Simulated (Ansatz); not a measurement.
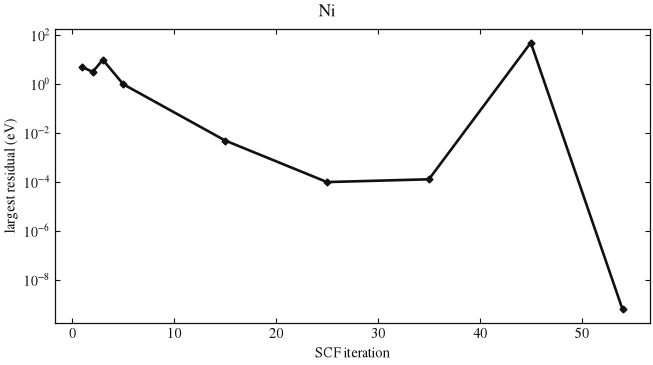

The plot shows the SCF iterations of a calculation: largest residual. Only some iterations were kept.

Program: Ansatz.

```
crystal:
  lattice:
    - [7.04, 0, 0]
    - [0, 7.04, 0]
    - [0, 0, 3.52]
  symmetry: { detect: false, time_reversal: true }
  atoms:
    - { symbol: Ni, position: [0.0031562, 0.0093894, 0.9957722], spin: 0.9 }
    - { symbol: Ni, position: [0.9978742, 0.2521499, 0.5033065], spin: -0.9 }
    - { symbol: Ni, position: [0.2558616, 0.9989553, 0.4944068], spin: 0.9 }
    - { symbol: Ni, position: [0.2423622, 0.2498076, 0.9872009], spin: -0.9 }
    - { symbol: Ni, position: [0.9971124, 0.5023285, 0.9908196], spin: 0.9 }
    - { symbol: Ni, position: [0.0037002, 0.744527, 0.4938207], spin: -0.9 }
    - { symbol: Ni, position: [0.2506964, 0.5083886, 0.4871736], spin: 0.9 }
    - { symbol: Ni, position: [0.2466269, 0.7528559, 0.9949269], spin: -0.9 }
    - { symbol: Ni, position: [0.494448, 0.9932168, 0.9829651], spin: 0.9 }
    - { symbol: Ni, position: [0.5062833, 0.2444816, 0.5109291], spin: -0.9 }
    - { symbol: Ni, position: [0.7499806, 0.0025708, 0.4993474], spin: 0.9 }
    - { symbol: Ni, position: [0.743937, 0.2469918, 0.9933037], spin: -0.9 }
    - { symbol: Ni, position: [0.503123, 0.5084748, 0.9969868], spin: 0.9 }
    - { symbol: Ni, position: [0.4951709, 0.7489763, 0.4997814], spin: -0.9 }
    - { symbol: Ni, position: [0.7588358, 0.4958599, 0.4851758], spin: 0.9 }
    - { symbol: Ni, position: [0.7571289, 0.7541638, 0.9851618], spin: -0.9 }
hamiltonian:
  xc: pbe
  pseudopotentials: { kind: nc }
kpoints:
  mp_grid: { grid: [1, 1, 1], shift: [0, 0, 0] }
magnetization:
  spin_polarized: true
scf:
  occupations: { method: fermi_dirac }
  mixing: { algorithm: broyden }
```

### Did the calculation converge?

Converged, in 54 iterations. The residual falls unevenly and jumps up by a factor of two or more twice between kept points, most sharply before step 45 (by about 6 orders of magnitude).
